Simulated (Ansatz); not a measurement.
**Run report: B14HN14 (charge −1), geometry relaxation (part 3 of 3)**

The same run, continued: B14HN14 (defect cell, 29 atoms in the cell, total charge −1); DFT PBE, scalar-relativistic, plane waves, PAW, no spin polarisation (Ansatz 0.2.0); cutoff 420 eV, 2×2×2 k-mesh, Gaussian smearing of 0.02 eV. The structure derives from a Materials Project entry. It belongs to a series of runs on one base structure; here: H interstitial, charge -1, atoms relaxed.

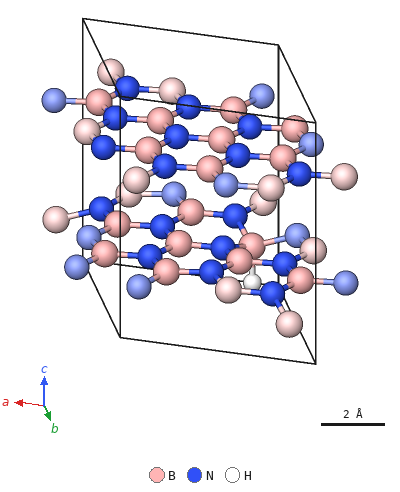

Figure 1. The geometry at step 12 of the log (ball-and-stick view of the cell of the calculation, seen at an oblique angle; neighbours outside the cell are drawn fainter).

## Trajectory as extended XYZ, continued
```
29
Lattice="6.2805 -2.1756 0.0000 -5.0244 -4.3512 0.0000 0.0000 0.0000 -8.3432" Properties=species:S:1:pos:R:3:forces:R:3 step=4 energy=-7602.28558
B    -2.5232   -2.9174   -5.9719    0.0269   0.0291  -0.0066
B    -0.0072   -2.9147   -5.9447    0.0003  -0.0001  -0.0218
B     5.0276   -2.9153   -5.9932   -0.0229  -0.0561  -0.0062
B     2.5048   -2.9171   -6.0197    0.0056   0.0123  -0.0068
B     1.2361   -0.7394   -6.0025    0.0236  -0.0423  -0.0432
B     1.2485   -5.1000   -5.9742    0.0027   0.0607   0.0031
B    -1.2637   -5.0956   -5.9795   -0.0582   0.0100  -0.0014
B    -1.2480   -3.5978   -2.3140    0.0356   0.0257   0.0049
B     1.2607   -3.6003   -2.3473   -0.0445   0.0988  -0.0086
B     0.0072   -1.4088   -2.3092    0.0074  -0.0097   0.1783
B     3.7776   -3.5980   -2.3740   -0.0004   0.0043  -0.0112
B     2.5168   -1.4201   -2.3820   -0.0008   0.0076  -0.0083
B    -3.7664   -3.6058   -2.3571    0.0759   0.0007  -0.0243
B     0.0122   -5.7809   -2.3600   -0.0717  -0.0067  -0.0238
N    -2.5069   -2.8761   -2.3275   -0.0375   0.0013  -0.0196
N     0.0063   -2.8694   -2.3005    0.0178  -0.0720  -0.0317
N     5.0229   -2.8767   -2.4327   -0.0085   0.0881  -0.0195
N     2.5181   -2.8739   -2.3665    0.0070  -0.0202   0.0226
N     1.2716   -0.7005   -2.4375    0.0089   0.0887  -0.0269
N     1.2624   -5.0455   -2.3942    0.0043  -0.0995   0.0514
N    -1.2459   -5.0493   -2.3378    0.0115  -0.0142  -0.0221
N    -1.2649   -3.6436   -5.9686    0.0099  -0.0092  -0.0005
N     1.2496   -3.6454   -5.9963   -0.0148  -0.0213   0.0307
N    -0.0080   -1.4777   -5.8804   -0.0155   0.0602   0.0294
N     3.7629   -3.6405   -6.0147    0.0042  -0.0067   0.0257
N     2.5005   -1.4666   -6.0247    0.0182   0.0163   0.0273
N    -3.7726   -3.6386   -5.9275   -0.0654  -0.0211  -0.0262
N    -0.0122   -5.8153   -5.9304    0.0704  -0.0346  -0.0382
H     0.0334   -0.3104   -0.0061    0.0101  -0.0899  -0.0264
29
Lattice="6.2805 -2.1756 0.0000 -5.0244 -4.3512 0.0000 0.0000 0.0000 -8.3432" Properties=species:S:1:pos:R:3:forces:R:3 step=6 energy=-7602.38076
B    -2.5493   -2.9754   -5.9581    0.0702   0.0184   0.0015
B    -0.0330   -2.9705   -5.9151   -0.0102  -0.0462  -0.0170
B     5.0034   -2.9761   -5.9584   -0.0859  -0.0879   0.0335
B     2.4797   -2.9738   -5.9949   -0.0123   0.0116  -0.0105
B     1.2083   -0.7992   -5.9860    0.0781  -0.0777  -0.0653
B     1.2231   -5.1561   -5.9532    0.0087   0.1145  -0.0018
B    -1.2894   -5.1537   -5.9699   -0.0972   0.0422   0.0066
B    -1.2243   -3.5128   -2.3382    0.0829   0.0499   0.0035
B     1.2799   -3.5161   -2.3551   -0.0785   0.1607  -0.0030
B     0.0296   -1.3215   -2.2728    0.0288  -0.0185   0.6374
B     3.7994   -3.5125   -2.3945   -0.0282   0.0161  -0.0106
B     2.5364   -1.3348   -2.4106    0.0105  -0.0159  -0.0060
B    -3.7418   -3.5231   -2.3973    0.1392  -0.0020  -0.0292
B     0.0308   -5.6991   -2.3981   -0.1236   0.0030  -0.0232
N    -2.4846   -2.7913   -2.3552   -0.0527  -0.0013  -0.0298
N     0.0284   -2.7879   -2.3024    0.0111  -0.1624  -0.1237
N     5.0426   -2.7913   -2.4494   -0.0276   0.1616  -0.0307
N     2.5383   -2.7902   -2.3863    0.0181  -0.0158   0.0289
N     1.2948   -0.6143   -2.4635    0.0278   0.1761  -0.0601
N     1.2836   -4.9650   -2.4013    0.0130  -0.1407   0.0882
N    -1.2250   -4.9652   -2.3756    0.0153  -0.0158  -0.0338
N    -1.2903   -3.7014   -5.9498    0.0026  -0.0113  -0.0218
N     1.2238   -3.7018   -5.9691   -0.0097  -0.0262   0.0210
N    -0.0340   -1.5354   -5.8367   -0.0443   0.0913   0.0303
N     3.7373   -3.6989   -5.9886    0.0167   0.0074   0.0267
N     2.4755   -1.5240   -6.0070    0.0211   0.0123   0.0352
N    -3.8003   -3.6969   -5.9271   -0.0741  -0.0233  -0.0622
N    -0.0356   -5.8744   -5.9291    0.0822  -0.0633  -0.0832
H     0.0927   -0.6781   -0.0314    0.0182  -0.1562  -0.3011
29
Lattice="6.2805 -2.1756 0.0000 -5.0244 -4.3512 0.0000 0.0000 0.0000 -8.3432" Properties=species:S:1:pos:R:3:forces:R:3 step=9 energy=-7603.08596
B    -2.5619   -2.9898   -5.9711    0.0977   0.0348   0.0344
B    -0.0478   -2.9850   -5.9295   -0.0002  -0.1765   0.0338
B     4.9851   -2.9917   -5.9437   -0.1387  -0.0475   0.1322
B     2.4649   -2.9881   -5.9928   -0.0094  -0.0244   0.0298
B     1.1977   -0.8157   -5.9750    0.1352  -0.0613   0.3016
B     1.2087   -5.1679   -5.9648   -0.0268   0.1145   0.0386
B    -1.3046   -5.1673   -5.9796   -0.0419   0.0562   0.0329
B    -1.2051   -3.4685   -2.3370    0.2785   0.1234   0.0105
B     1.2892   -3.4723   -2.3356   -0.2813   0.1645   0.0310
B     0.0463   -1.2751   -2.0623    0.0689   0.1009   2.4336
B     3.8146   -3.4669   -2.3705    0.1500   0.1636   0.0104
B     2.5469   -1.2904   -2.3983   -0.1301   0.1167  -0.0064
B    -3.7235   -3.4819   -2.3850    0.1435  -0.2039  -0.0229
B     0.0413   -5.6592   -2.3848   -0.1136  -0.2071  -0.0238
N    -2.4687   -2.7476   -2.3486   -0.0950   0.0089  -0.0259
N     0.0427   -2.7496   -2.2672    0.0002  -0.7394  -0.4145
N     5.0580   -2.7476   -2.3851   -0.5402   0.3986  -0.3105
N     2.5508   -2.7471   -2.3673    0.0605  -0.0442   0.0084
N     1.3065   -0.5698   -2.4149    0.5238   0.4275  -0.3338
N     1.2974   -4.9259   -2.3722    0.0422  -0.0201   0.0595
N    -1.2120   -4.9223   -2.3923   -0.0073  -0.0111  -0.0721
N    -1.3042   -3.7157   -5.9620   -0.0069   0.0146  -0.0600
N     1.2090   -3.7154   -5.9748   -0.0187   0.0129  -0.0172
N    -0.0495   -1.5473   -5.8485    0.0616   0.3037  -0.3737
N     3.7220   -3.7137   -5.9856    0.0166  -0.0070  -0.0021
N     2.4624   -1.5387   -6.0057   -0.0545   0.0298  -0.0224
N    -3.8153   -3.7122   -5.9585   -0.1180  -0.1502  -0.1817
N    -0.0490   -5.8897   -5.9530    0.0908  -0.0901  -0.1239
H     0.0980   -1.0784   -0.4092   -0.0870  -0.2874  -1.1654
29
Lattice="6.2805 -2.1756 0.0000 -5.0244 -4.3512 0.0000 0.0000 0.0000 -8.3432" Properties=species:S:1:pos:R:3:forces:R:3 step=12 energy=-7603.71526
B    -2.5574   -2.9622   -6.0444    0.0006   0.0031  -0.0030
B    -0.0447   -2.9588   -6.0288   -0.0018   0.0118  -0.0057
B     4.9824   -2.9632   -6.0310    0.0024  -0.0080  -0.0046
B     2.4673   -2.9615   -6.0444   -0.0022   0.0045  -0.0034
B     1.2081   -0.7875   -6.0338   -0.0012  -0.0099  -0.0061
B     1.2111   -5.1381   -6.0455    0.0007   0.0027  -0.0078
B    -1.3010   -5.1377   -6.0443    0.0004  -0.0004   0.0016
B    -1.1965   -3.4819   -2.3027   -0.0446   0.0034   0.0079
B     1.2813   -3.4906   -2.2671    0.0377  -0.0024   0.0115
B     0.0444   -1.3016   -1.7932    0.0094   0.0017   0.1541
B     3.8146   -3.4708   -2.2849   -0.0196  -0.0436  -0.0084
B     2.5422   -1.2985   -2.3274    0.0227  -0.0259  -0.0256
B    -3.7145   -3.4985   -2.2912   -0.0167   0.0047  -0.0121
B     0.0368   -5.6793   -2.3180    0.0174   0.0200   0.0039
N    -2.4650   -2.7560   -2.2886    0.0166   0.0038   0.0005
N     0.0428   -2.7826   -2.2087   -0.0020   0.0280  -0.0940
N     5.0474   -2.7536   -2.2591    0.0858   0.0057   0.0352
N     2.5463   -2.7597   -2.2926   -0.0118   0.0101   0.0099
N     1.3147   -0.5755   -2.2792   -0.0822  -0.0217   0.0867
N     1.2998   -4.9454   -2.2848   -0.0011   0.0082  -0.0169
N    -1.2131   -4.9361   -2.3911   -0.0121  -0.0163  -0.0268
N    -1.3008   -3.6870   -6.0468   -0.0040   0.0000  -0.0020
N     1.2113   -3.6871   -6.0468   -0.0010   0.0000   0.0020
N    -0.0452   -1.5119   -6.0070   -0.0030  -0.0118   0.0357
N     3.7233   -3.6871   -6.0472    0.0047  -0.0003  -0.0008
N     2.4670   -1.5113   -6.0487    0.0032  -0.0004   0.0043
N    -3.8135   -3.6872   -6.0500    0.0058   0.0113   0.0115
N    -0.0449   -5.8629   -6.0481   -0.0051   0.0064   0.0066
H     0.0558   -1.2670   -0.5193    0.0012   0.0146  -0.1511
29
Lattice="6.2805 -2.1756 0.0000 -5.0244 -4.3512 0.0000 0.0000 0.0000 -8.3432" Properties=species:S:1:pos:R:3:forces:R:3 step=14 energy=-7603.71972
B    -2.5560   -2.9467   -6.0302   -0.0007   0.0004   0.0008
B    -0.0437   -2.9433   -6.0138    0.0001   0.0014   0.0006
B     4.9836   -2.9480   -6.0151   -0.0004   0.0016   0.0007
B     2.4684   -2.9461   -6.0302    0.0003   0.0008   0.0010
B     1.2093   -0.7724   -6.0165    0.0012   0.0012   0.0001
B     1.2123   -5.1225   -6.0302    0.0001   0.0011  -0.0002
B    -1.2998   -5.1223   -6.0291    0.0001   0.0006   0.0004
B    -1.1979   -3.4938   -2.3310   -0.0027  -0.0028  -0.0007
B     1.2817   -3.5014   -2.2930    0.0021  -0.0027  -0.0007
B     0.0422   -1.3211   -1.7978    0.0008   0.0009  -0.0117
B     3.8152   -3.4831   -2.2956   -0.0028  -0.0010   0.0010
B     2.5416   -1.3105   -2.3349    0.0028  -0.0014   0.0011
B    -3.7161   -3.5105   -2.2968   -0.0003   0.0015   0.0007
B     0.0370   -5.6905   -2.3325   -0.0011   0.0018  -0.0008
N    -2.4655   -2.7681   -2.3051    0.0033   0.0009   0.0008
N     0.0423   -2.7925   -2.2532    0.0002   0.0094   0.0032
N     5.0487   -2.7643   -2.2590    0.0088  -0.0059   0.0036
N     2.5467   -2.7713   -2.3052   -0.0030   0.0007   0.0000
N     1.3139   -0.5872   -2.2629   -0.0088  -0.0065   0.0038
N     1.2994   -4.9558   -2.3040   -0.0003  -0.0045  -0.0010
N    -1.2144   -4.9486   -2.4157   -0.0004  -0.0020  -0.0006
N    -1.2997   -3.6716   -6.0336    0.0013   0.0017  -0.0001
N     1.2124   -3.6716   -6.0333   -0.0007   0.0015  -0.0002
N    -0.0440   -1.4966   -5.9890    0.0000   0.0003   0.0022
N     3.7246   -3.6717   -6.0339    0.0012   0.0012   0.0003
N     2.4682   -1.4960   -6.0331   -0.0007   0.0011  -0.0001
N    -3.8121   -3.6717   -6.0336   -0.0003   0.0004  -0.0001
N    -0.0438   -5.8475   -6.0327    0.0005  -0.0002  -0.0005
H     0.0454   -1.3141   -0.5339   -0.0001  -0.0015  -0.0037
29
Lattice="6.2805 -2.1756 0.0000 -5.0244 -4.3512 0.0000 0.0000 0.0000 -8.3432" Properties=species:S:1:pos:R:3:forces:R:3 step=17 energy=-7603.72093
B    -2.5374   -2.8636   -6.0171    0.0017   0.0012  -0.0025
B    -0.0252   -2.8599   -6.0014   -0.0024  -0.0073  -0.0036
B     5.0019   -2.8650   -6.0012   -0.0048  -0.0005  -0.0004
B     2.4867   -2.8631   -6.0169    0.0000  -0.0026  -0.0016
B     1.2278   -0.6894   -6.0023    0.0027  -0.0015   0.0033
B     1.2306   -5.0392   -6.0177   -0.0006   0.0047   0.0020
B    -1.2815   -5.0390   -6.0168    0.0008   0.0016   0.0012
B    -1.2147   -3.5704   -2.3450   -0.0024  -0.0085   0.0055
B     1.2649   -3.5784   -2.3087    0.0015   0.0054   0.0058
B     0.0248   -1.4001   -1.8098    0.0012   0.0051  -0.0037
B     3.7982   -3.5595   -2.3060   -0.0012  -0.0077  -0.0080
B     2.5243   -1.3871   -2.3430    0.0084   0.0016  -0.0103
B    -3.7330   -3.5872   -2.3073   -0.0047  -0.0018  -0.0043
B     0.0200   -5.7675   -2.3448    0.0027   0.0039   0.0065
N    -2.4824   -2.8446   -2.3168    0.0034   0.0032   0.0033
N     0.0258   -2.8690   -2.2721   -0.0080  -0.0015  -0.0003
N     5.0322   -2.8411   -2.2693   -0.0049   0.0017   0.0035
N     2.5298   -2.8479   -2.3167   -0.0052   0.0022   0.0055
N     1.2965   -0.6638   -2.2702    0.0068  -0.0047   0.0073
N     1.2825   -5.0326   -2.3189    0.0002  -0.0024   0.0042
N    -1.2316   -5.0255   -2.4258   -0.0027  -0.0006  -0.0050
N    -1.2812   -3.5884   -6.0214   -0.0003   0.0020   0.0042
N     1.2308   -3.5885   -6.0211    0.0001   0.0024   0.0013
N    -0.0255   -1.4130   -5.9752    0.0017   0.0021  -0.0090
N     3.7430   -3.5887   -6.0203    0.0024   0.0014  -0.0007
N     2.4866   -1.4128   -6.0206   -0.0010   0.0005  -0.0006
N    -3.7938   -3.5886   -6.0214    0.0003  -0.0012  -0.0006
N    -0.0254   -5.7644   -6.0213    0.0030  -0.0016   0.0012
H     0.0254   -1.4024   -0.5456    0.0013   0.0032  -0.0043
```

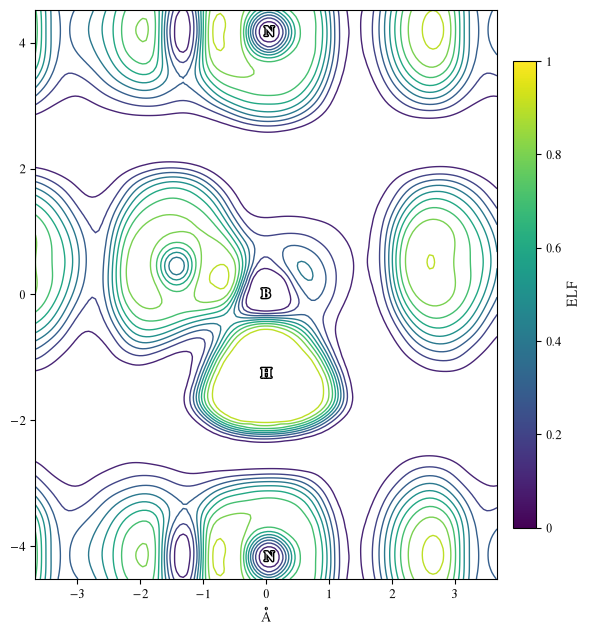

Figure 2. ELF on the (100) plane of the calculation cell. Atoms in the plane: B, N and H. B–H (1.26 Å): the ELF climbs to about 1 towards the hydrogen, as it does in any bond to H (a covalent bond by its length). Core electrons are frozen (PAW), so the fields are smoothed inside the atomic spheres.

## Key numbers

```csv
quantity,value
outcome,converged
electrons treated,114
free energy,−7603.7209 eV
Fermi energy,5.429 eV
gap on the k-point mesh,2.38 eV
final volume,319.20 Å³
largest force (length of the vector) at the end,0.013 eV/Å
wall time,62 s (CPU time 4 min)
peak memory,0.97 GiB
```

## Notes

The cell is charged and computed with a neutralising background, so its energy and pressure depend on the cell and aren't those of a real crystal.
